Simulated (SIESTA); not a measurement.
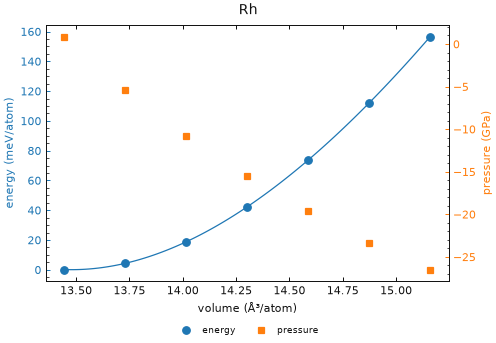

The plot gives the computed energy and pressure against volume for Rh, space group P6_3/mmc (No. 194).

Starting cell:
```
CELL_PARAMETERS angstrom
2.73098 0.00000 0.00000
-1.36549 2.36510 0.00000
0.00000 0.00000 4.42849
ATOMIC_POSITIONS crystal
Rh 0.33333 0.66667 0.25000
Rh 0.66667 0.33333 0.75000
```

How it was computed, with SIESTA 5.4.2: DFT in numerical atomic orbitals with pseudopotentials, no spin polarisation; energies at scaled volumes of the given cell, shape and fractions fixed, counted from the fit's minimum, third-order Birch-Murnaghan fit. Level: LDA.

- k mesh: 11×11×6
- occupations: Fermi–Dirac
- smearing width: 0.05 eV
- potentials: PseudoDojo 0.4 standard, converted to PSML, two zetas on semicore shells
- program settings: basis DZP, mesh cutoff 800 Ry

> What equilibrium volume and bulk modulus follow from the curve?

A third-order Birch–Murnaghan fit gives V0 = 13.48 Å³/atom, B0 = 304 GPa and B′ = 5.1.

> How does the pressure vary with volume?

It falls from 0.88 GPa at volume 13.44 Å³/atom to −26.51 GPa at 15.16 Å³/atom, and changes sign near 13.48 Å³/atom.

Note: the fit and the printed pressures don't fully agree, or the minimum lies near the end of the range; mulliken charges of long orbitals; shape and atomic fractions are frozen while scaling, which makes layered, chain and framework solids too stiff.
